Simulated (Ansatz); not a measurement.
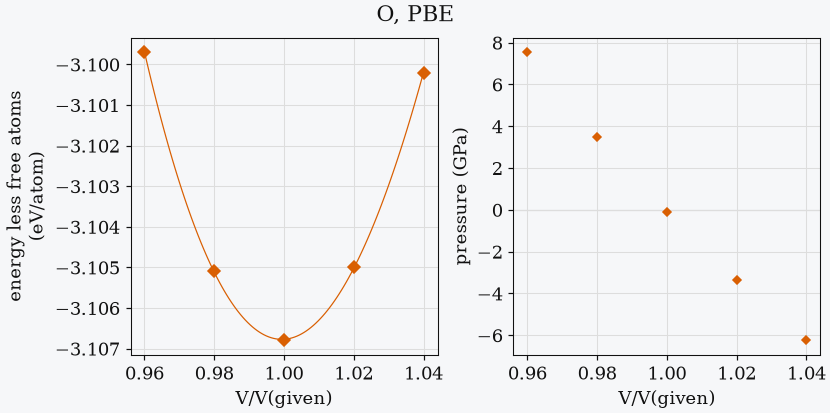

Plotted: energy less free atoms and pressure against V/V(given) for O, space group Pm-3m (No. 221).

Cell as given: a = 1.997 Å, b = 1.997 Å, c = 1.997 Å, α = 90.00°, β = 90.00°, γ = 90.00°; 1 atom.

Calculation (Ansatz 0.2.0): periodic Kohn-Sham DFT of a crystal at fixed atoms, scaled to the stated factor times the given cell; pressure positive in compression, energy less spherical unpolarised free atoms. Level: PBE.

- method: all-electron LAPW
- relativity: scalar
- k mesh: 18×18×18
- occupations: Fermi–Dirac
- smearing width: 0.03 eV
- basis error target: 1 (meV/atom)
- nucleus: Gaussian

V(given) is 7.97 Å³/atom.

The numbers behind the figure:

```json
{"V/V(given)": "0.96", "energy less free atoms (eV/atom)": "-3.0997", "pressure (GPa)": "7.5"}
{"V/V(given)": "0.98", "energy less free atoms (eV/atom)": "-3.1051", "pressure (GPa)": "3.5"}
{"V/V(given)": "1.00", "energy less free atoms (eV/atom)": "-3.1068", "pressure (GPa)": "-0.1"}
{"V/V(given)": "1.02", "energy less free atoms (eV/atom)": "-3.1050", "pressure (GPa)": "-3.4"}
{"V/V(given)": "1.04", "energy less free atoms (eV/atom)": "-3.1002", "pressure (GPa)": "-6.2"}
```

Caveats: a lower magnetic state may exist.
